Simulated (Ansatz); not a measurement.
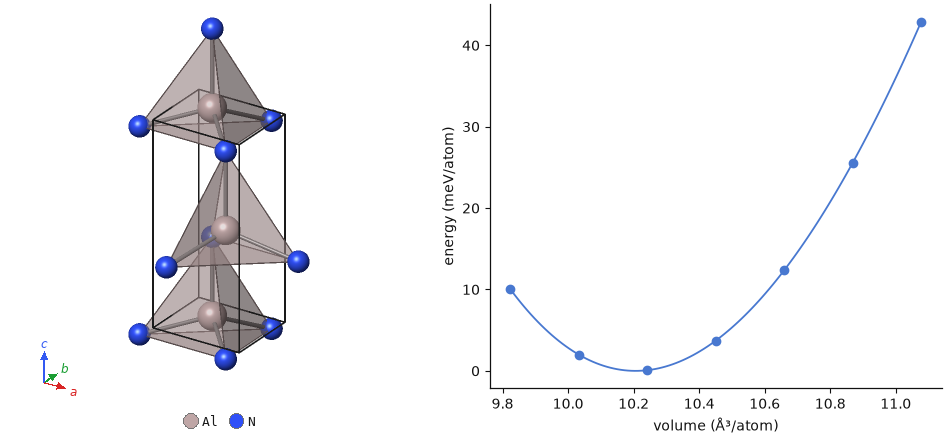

Plotted: energy against volume for AlN, space group P6_3mc (No. 186). The conventional cell is drawn beside the plot.

Starting cell:
```
Al N
1.0
     3.11300    0.00000    0.00000
    -1.55650    2.69594    0.00000
     0.00000    0.00000    4.98100
Al N
2 2
Direct
  0.66667 0.33333 0.50000
  0.33333 0.66667 0.00000
  0.66667 0.33333 0.88000
  0.33333 0.66667 0.38000
```

Computed with Ansatz 0.2.0: plane-wave DFT, no spin polarisation; energies at scaled volumes of the given cell, shape and fractions fixed, counted from the fit's minimum, third-order Birch-Murnaghan fit. Level: SVWN5.

- k mesh: 10×10×6
- occupations: Fermi–Dirac
- smearing width: 0.05 eV
- potentials: Ansatz PAW
- wave cutoff: 420 eV
- density cutoff: 1680 eV

From this curve and the settings, what does the calculation give for the pressure at the same points?

The pressure falls from 8.69 GPa at volume 9.82 Å³/atom to −14.75 GPa at 11.08 Å³/atom, and changes sign near 10.21 Å³/atom.

```tsv
volume (Å³/atom)	pressure (GPa)
9.82	8.69
10.03	3.74
10.24	-0.73
10.45	-4.77
10.66	-8.44
10.87	-11.75
11.08	-14.75
```

Caveats: shape and atomic fractions are frozen while scaling, which makes layered, chain and framework solids too stiff.
